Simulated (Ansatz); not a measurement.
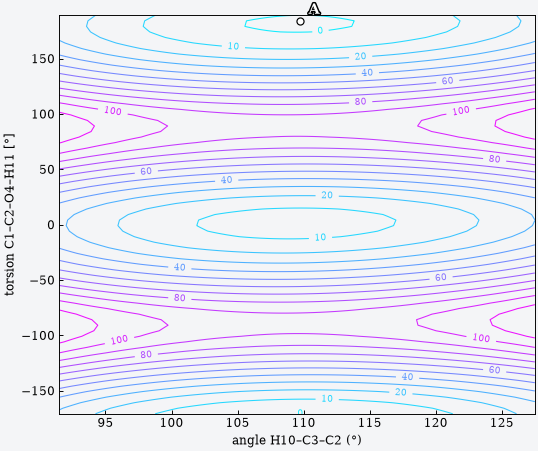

C₃H₇O, SMILES CC(C)=[OH+], charge +1. Two internal coordinates are moved rigidly from the geometry relaxed at PBE0-D4/def2-TZVP, all others fixed. First axis: angle H10–C3–C2. Second axis: torsion C1–C2–O4–H11. The scan uses a 5 × 8 grid. Points are written as (first, second). Energies are in kJ/mol, from the lowest grid point. All numbers below come from Ansatz 0.2.0, RKS r2SCAN-D4/def2-TZVPP.

Drawn: contour lines labelled in kJ/mol, the point A. Between grid points the surface is interpolated.

Q: What is the easiest way out of the well at A, and how high is the barrier?

A: The easiest path leads from the well at (109.5°, −171°) to the well at about (109°, 0°), about 7 kJ/mol higher. Its highest point lies about 95 kJ/mol above the bottom of the first well on the interpolated surface, at about (109°, −90°). This is the barrier on the constrained surface; relaxing the other coordinates would change it.

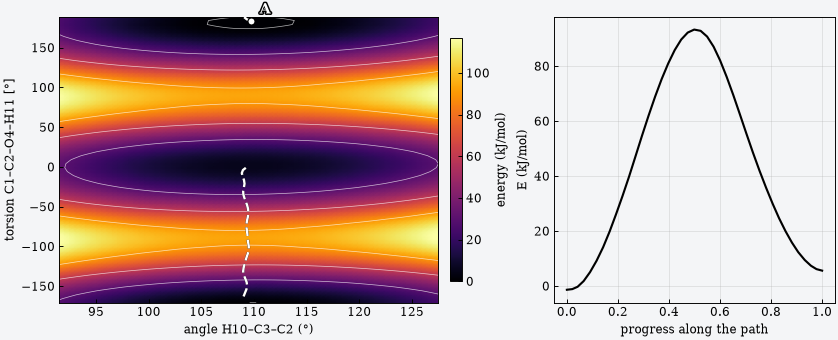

The picture shows a smooth colour map with a few white contour lines, a line along the lowest path, the energy along the path at the right. Between grid points the surface is interpolated.
